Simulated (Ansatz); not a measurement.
## Two runs on SnO

System: SnO (P4/nmm, 4 atoms in the cell).
Method of run A: DFT PBEsol, scalar-relativistic, plane waves, PAW, no spin polarisation (Ansatz 0.2.0).

The structure derives from a Materials Project entry. Text and figures count atoms from 1; the logs count them from 0 in places.

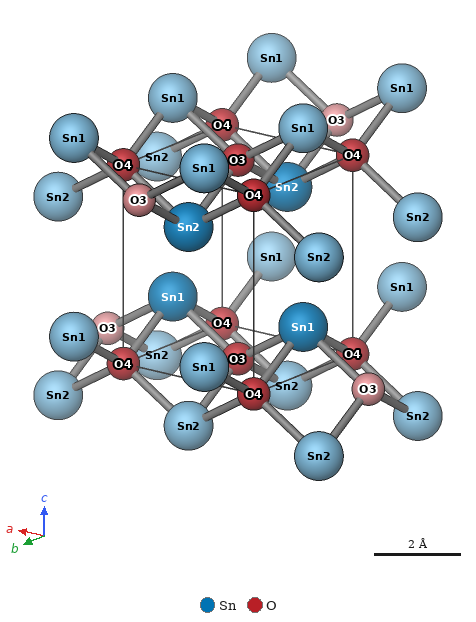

Fig. 1: The structure (ball-and-stick view of the cell of the calculation, seen at an oblique angle; neighbours outside the cell are drawn fainter; atoms are numbered from 1 in the order of the input). An atom can appear more than once, as a periodic image. Near neighbours in the periodic cell (some may lie outside the picture): Sn has 4 O at 2.23 Å; O has 4 Sn at 2.23 Å.

## Input file, run A
```yaml
crystal:
  lattice:
    - [3.8204834559, 0.0, 0.0]
    - [0.0, 3.8204834559, 0.0]
    - [0.0, 0.0, 4.8750620914]
  atoms:
    - { symbol: Sn, position: [0.0, 0.5, 0.2362659556] }
    - { symbol: Sn, position: [0.5, 0.0, 0.7637340444] }
    - { symbol: O, position: [0.5, 0.5, 0.0] }
    - { symbol: O, position: [0.0, 0.0, 0.0] }
basis:
  ecutwfc: 420
kpoints:
  mp_grid: { grid: [12, 12, 10] }
  band_path: { path: [VBM, CBM], npoints: 2 }
hamiltonian:
  xc: pbesol
scf:
  occupations: { method: gaussian, width: 0.1 }
output:
  forces: true
  stress: true
  eigenvalues: true
checkpoint:
  read: start.run
  write: ck
  compress: false
  write_wavefunctions: false
  write_every: 100000
```

Command:
```bash
ansatz run input.yaml --threads 1 --pin off --max-ram 2560MiB --backend cpu --events-out ev --progress --plain --runs-dir out
```

Hardware: 1 thread of Arm Neoverse V1, 24 GiB of memory available, shared host.

## Output, shortened to warnings, some set-up lines, iterations and results (run A)
```
Basis set: ecut = 420 eV, 1409 PW (Γ), exchange–correlation on 54×54×72 points (8 copies of the dense FFT grid, shifted against one another)
Symmetry: 16 space group operations
k-points: 168 of 1440
Initial density: read from a saved state, or passed on in memory by an earlier SCF of this step, an earlier step, the calling program or the single point that the run made first
[...]
SCF iter   1: F=—  HF=-13021.413613 eV  |F-HF|=—  |Δ(HF+E_count)|=         —  Δρ=1.52e-6  dr2=1.65e-9  ethr=1.08e-7  ⟨swp⟩=3.4  Hψ=29039  notcnv=0
SCF iter   2: F=-13021.413613 eV  HF=-13021.413613 eV  |F-HF|=1.67e-9  |Δ(HF+E_count)|=   3.35e-9  Δρ=1.69e-6  dr2=1.83e-9  ethr=4.12e-12  ⟨swp⟩=7.2  Hψ=18800  notcnv=0
SCF 1 converged in 2 iterations: F = -13021.413613 eV  dr2 = 1.83e-9
NSCF: frozen V_eff on 40 k-points
NSCF: frozen V_eff on 40 k-points
NSCF: frozen V_eff on 40 k-points
NSCF: frozen V_eff on 20 k-points
NSCF: frozen V_eff on 5 k-points
NSCF: frozen V_eff on 16 k-points
NSCF: frozen V_eff on 10 k-points
NSCF: frozen V_eff on 22 k-points
NSCF: frozen V_eff on 7 k-points
NSCF: frozen V_eff on 11 k-points
NSCF: frozen V_eff on 5 k-points
NSCF: frozen V_eff on 17 k-points
NSCF: frozen V_eff on 2 k-points
NSCF: frozen V_eff on 3 k-points
SCF converged after 2 iterations
Free energy (F): -13021.413613 eV
Harris-Foulkes:  -13021.413613 eV  (|F-HF|=1.67e-9)
Internal energy: -13021.413341 eV  (E = F + TS)
E sigma→0 (E₀):  -13021.413477 eV
Entropy (-TS):   -0.000272 eV (-0.068 meV/atom)
Fermi energy:    9.668192 eV
--- Per-component energies (eV) ---
  E_band       = -196.756178
  E_kinetic    = 722.895773
  E_local      = -2710.671774  (includes V_loc(G=0)·N_el)
  E_nonlocal   = 36.222070
  E_hartree    = 1457.847981
  E_xc         = -904.126534
  E_vxc        = -380.618271  (∫ρ·V_xc dr)
  E_paw        = -8434.726318  (= ΣΔE_a)
  E_vpaw       = -780.283579  (= ΣTr[D̂ρ^β])
  E_aug_tail   = 0.004806  (compensation charges beyond the density's cutoff)
  E_ewald      = -3189.499600
  E_core_change = 0.640255  (= ΣΔE_core)
  E_smearing   = -0.000272  (= −TS)
  E_closure    = 0.000000  (closes the sum)
  Σ components = -13021.413613   (vs F -13021.413613, Δ=0.00e0)
--- Forces (eV/Å), atoms counted from 1 ---
  atom   1  Sn     0.00000000     0.00000000    -0.00034575
  atom   2  Sn    -0.00000000     0.00000000     0.00034575
  atom   3  O     -0.00000000     0.00000000     0.00000000
  atom   4  O      0.00000000     0.00000000    -0.00000000
  max |Σ_I F_I| component: 0.00e0 eV/Å
--- Stress (GPa, compression-positive) ---
       -0.986164       0.000000      -0.000000
        0.000000      -0.986164      -0.000000
       -0.000000      -0.000000      -0.942491
  P = ⅓ Tr σ = -0.9716 GPa (-9.716 kbar)
```

The input of run B differs as follows (lines with − go, lines with + come):
```diff
-    - [3.8204834559, 0.0, 0.0]
-    - [0.0, 3.8204834559, 0.0]
-    - [0.0, 0.0, 4.8750620914]
+    - [3.81369522, 0.0, 0.0]
+    - [0.0, 3.81369522, 0.0]
+    - [0.0, 0.0, 4.8869133]
-    - { symbol: Sn, position: [0.0, 0.5, 0.2362659556] }
-    - { symbol: Sn, position: [0.5, 0.0, 0.7637340444] }
+    - { symbol: Sn, position: [0.0, 0.5, 0.23537386] }
+    - { symbol: Sn, position: [0.5, 0.0, 0.76462614] }
-  mp_grid: { grid: [12, 12, 10] }
-  band_path: { path: [VBM, CBM], npoints: 2 }
+  mp_grid: { grid: [6, 6, 4] }
-checkpoint:
-  read: start.run
-  write: ck
-  compress: false
-  write_wavefunctions: false
-  write_every: 100000
```

Predict how the results change.

With the same functional and potentials, run B lies 0.01 meV per atom higher (other lines of the input change too). The pressure goes from −0.97 to −0.56 GPa. The largest force goes from 0.000 to 0.084 eV/Å. The volume per atom goes from 17.79 to 17.77 Å³. The irreducible k-points go from 168 to 30. On the same kind of shared host run B took about 0.16 times as long.

## Output, shortened to warnings, some set-up lines, iterations and results (run B)
```
Basis set: ecut = 420 eV, 1409 PW (Γ), exchange–correlation on 54×54×72 points (8 copies of the dense FFT grid, shifted against one another)
Symmetry: 16 space group operations
k-points: 30 of 144
Initial density: superposition of atomic densities (neutral atoms: chi_scale 0, normalization atom), corrected by the library's trained network
[...]
SCF iter   1: F=—  HF=-13021.438315 eV  |F-HF|=—  |Δ(HF+E_count)|=         —  Δρ=1.33e-2  dr2=1.05e-1  ethr=1.77e-3  ⟨swp⟩=5.8  Hψ=3186  notcnv=0
SCF iter   2: F=—  HF=-13021.413869 eV  |F-HF|=—  |Δ(HF+E_count)|=   2.44e-2  Δρ=2.29e-3  dr2=2.61e-3  ethr=2.63e-4  ⟨swp⟩=2.0  Hψ=1272  notcnv=0
SCF iter   3: F=—  HF=-13021.413528 eV  |F-HF|=—  |Δ(HF+E_count)|=   3.42e-4  Δρ=9.60e-4  dr2=5.60e-4  ethr=6.53e-6  ⟨swp⟩=2.7  Hψ=1255  notcnv=0
SCF iter   4: F=—  HF=-13021.413574 eV  |F-HF|=—  |Δ(HF+E_count)|=   4.64e-5  Δρ=2.38e-4  dr2=4.79e-5  ethr=1.40e-6  ⟨swp⟩=2.3  Hψ=1313  notcnv=0
SCF iter   5: F=—  HF=-13021.413586 eV  |F-HF|=—  |Δ(HF+E_count)|=   1.19e-5  Δρ=4.76e-5  dr2=2.40e-6  ethr=1.20e-7  ⟨swp⟩=3.0  Hψ=1342  notcnv=0
SCF iter   6: F=-13021.413588 eV  HF=-13021.413588 eV  |F-HF|=4.18e-8  |Δ(HF+E_count)|=   1.89e-6  Δρ=1.15e-5  dr2=9.52e-8  ethr=2.50e-10  ⟨swp⟩=3.8  Hψ=3005  notcnv=0
SCF 1 converged in 6 iterations: F = -13021.413588 eV  dr2 = 9.52e-8
SCF converged after 6 iterations
Free energy (F): -13021.413588 eV
Harris-Foulkes:  -13021.413588 eV  (|F-HF|=4.18e-8)
Internal energy: -13021.412512 eV  (E = F + TS)
E sigma→0 (E₀):  -13021.413050 eV
Entropy (-TS):   -0.001076 eV (-0.269 meV/atom)
Fermi energy:    9.655604 eV
--- Per-component energies (eV) ---
  E_band       = -196.404196
  E_kinetic    = 723.212159
  E_local      = -2719.562043  (includes V_loc(G=0)·N_el)
  E_nonlocal   = 36.262472
  E_hartree    = 1462.421271
  E_xc         = -904.194059
  E_vxc        = -380.714362  (∫ρ·V_xc dr)
  E_paw        = -8434.838895  (= ΣΔE_a)
  E_vpaw       = -780.446898  (= ΣTr[D̂ρ^β])
  E_aug_tail   = 0.004814  (compensation charges beyond the density's cutoff)
  E_ewald      = -3185.358485
  E_core_change = 0.640255  (= ΣΔE_core)
  E_smearing   = -0.001076  (= −TS)
  E_closure    = -0.000000  (closes the sum)
  Σ components = -13021.413588   (vs F -13021.413588, Δ=0.00e0)
--- Forces (eV/Å), atoms counted from 1 ---
  atom   1  Sn     0.00000000     0.00000000     0.08360400
  atom   2  Sn     0.00000000     0.00000000    -0.08360400
  atom   3  O      0.00000000     0.00000000     0.00000000
  atom   4  O      0.00000000     0.00000000     0.00000000
  max |Σ_I F_I| component: 1.67e-16 eV/Å
--- Stress (GPa, compression-positive) ---
       -0.528408       0.000000       0.000000
        0.000000      -0.528408       0.000000
        0.000000       0.000000      -0.619324
  P = ⅓ Tr σ = -0.5587 GPa (-5.587 kbar)
```

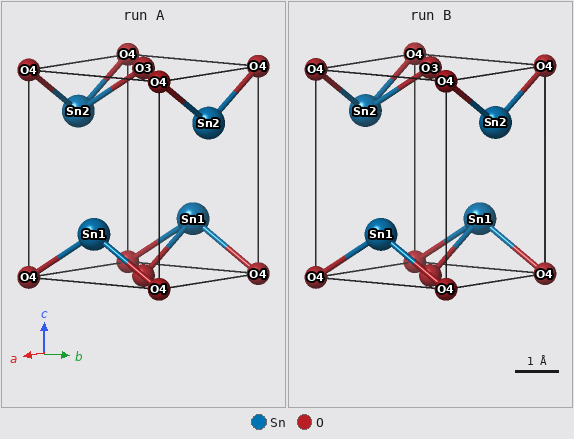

Fig. 2: The two input geometries at one scale (ball-and-stick view of the cell of the calculation, seen at an oblique angle). The largest moves relative to the cell, 0.004 Å, are those of Sn1 and Sn2. O stays in place. The volume changes by −0.1 %, with a = b 3.820 → 3.814 Å (−0.2 %), c 4.875 → 4.887 Å (+0.2 %).

## The two runs side by side

```tsv
quantity	run A	run B
outcome	converged	converged
free energy per atom (eV)	−3255.3534	−3255.3534
pressure (GPa)	−0.97	−0.56
volume per atom (Å³)	17.79	17.77
largest force (eV/Å)	0.000	0.084
irreducible k-points	168	30
plane waves at Γ	1409	1409
wall time (shared host)	24 s	3.7 s
```
